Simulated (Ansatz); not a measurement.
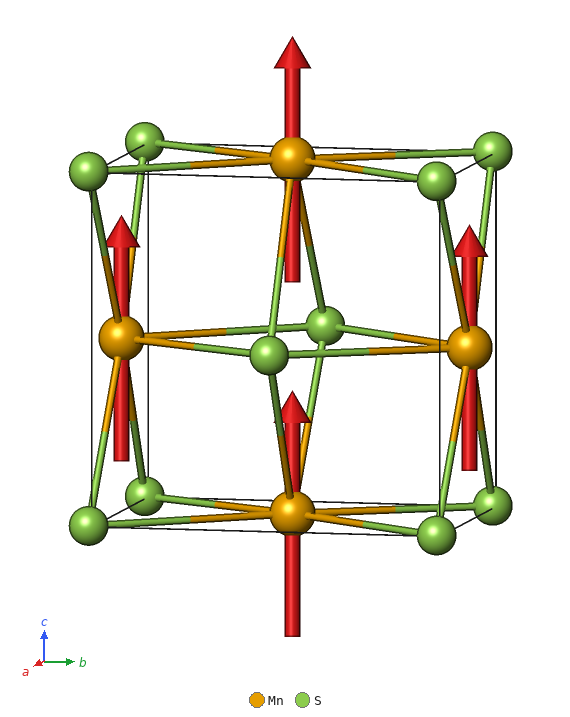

Crystal structure, ball-and-stick style, seen slightly off an axis. The parallelepiped is the simulation cell. Arrows are the site magnetic moments above 0.25 μB (those induced on non-metal atoms are left out); longer means larger, and red and blue are up and down (without spin-orbit coupling the axis itself is arbitrary).

This is the state reached for MnS. Method used: DFT PBE, scalar-relativistic, plane waves, PAW in Ansatz 0.2.0. It ran with wavefunction cutoff 420 eV, a 12×8×8 sampling of the Brillouin zone, Gaussian smearing of 0.15 eV, collinear spins.

Read the magnetic state from the picture.

Answer. Ferromagnetic (within this cell). Site moments: 2 Mn +3.0 μB. The net spin moment of the whole cell is 6.1 μB.

Source of the structure: a structure listed in the Materials Project. The cell was then strained or its atoms displaced on purpose. It was run through Ansatz as a DFT input.
